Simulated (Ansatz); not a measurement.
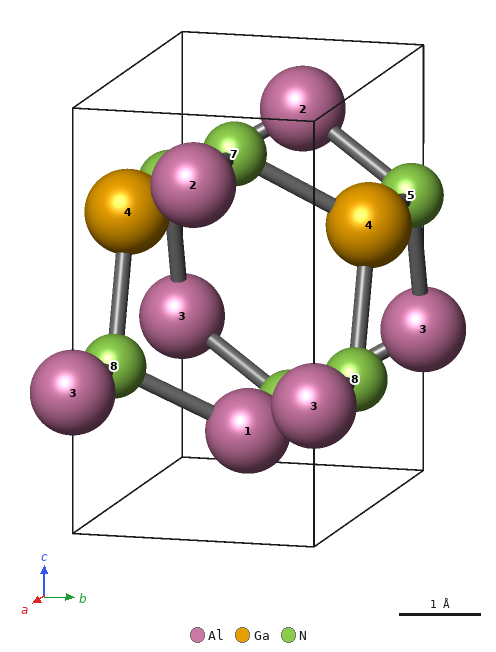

The starting point is a crystal of Al₃GaN₄ (set up in Pm). Style: ball-and-stick. Shown: the cell of the calculation, slightly off an axis.

The calculation used Ansatz, DFT r2SCAN, scalar-relativistic, plane waves, PAW. (plane-wave cutoff 500 eV; k-point mesh 6 × 8 × 4; occupations gaussian; smearing width 0.02 eV; no spin polarisation)

The variant: Strain along c alone, −1.5 %, is applied. The other axes are held and the atoms relaxed.

Q: Predict the response.

A: Cell: a unchanged at 5.038 Å, b unchanged at 3.125 Å, c 5.410 → 5.329 Å (−1.5 %). Volume −1.5 %. The largest moves relative to the cell, 0.009 Å, are those of N atoms. By element the largest moves are N 0.009 Å, Ga 0.005 Å, Al 0.004 Å. Some distances before and after: Al–N 1.884 → 1.863 to 1.879 Å, Al–N 1.897 → 1.879 to 1.897 Å, Ga–N 1.945 → 1.932 Å, Ga–N 1.932 → 1.923 Å. The space group stays Pm (No. 6). It costs 3.0 meV per atom. Pressure: 0.0 GPa before, 3.3 GPa after. The principal stresses (compression positive) are 6.1 GPa along c, 2.2 GPa along b, 1.6 GPa along a.

Drawn alike, the variant:

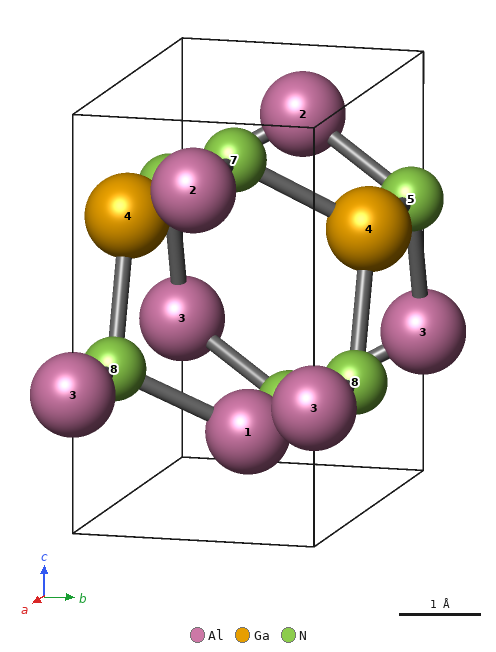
